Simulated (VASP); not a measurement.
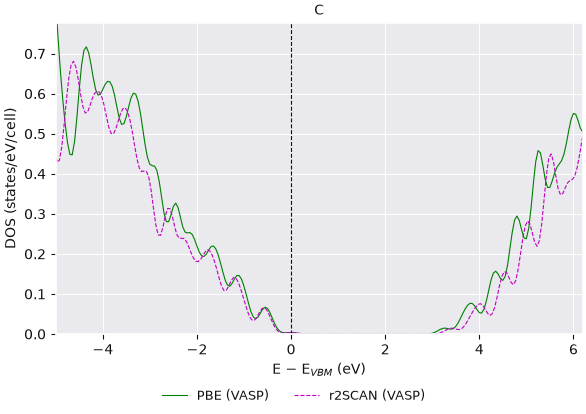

Total densities of states of C, space group I4_1/amd, 2 atoms in the cell, diamond type, uniaxial (z) strain −3.9%, by two methods on the same cell. The curves are built from the levels of the k mesh with Gaussians 0.3 eV wide, which also blur the band edges. Each is counted from its own valence-band top.

Q: How do the methods compare?

A: PBE (VASP) gives a gap of 3.20 eV and r2SCAN (VASP) gives a gap of 3.34 eV.

Settings. PBE (VASP): DFT, PBE, plane waves, PAW, 12×12×12 k mesh, 520 eV cutoff (VASP 6.6.1). r2SCAN (VASP): DFT, r2SCAN, plane waves, PAW, 12×12×12 k mesh, 520 eV cutoff, Gaussian smearing of 0.01 eV (VASP).
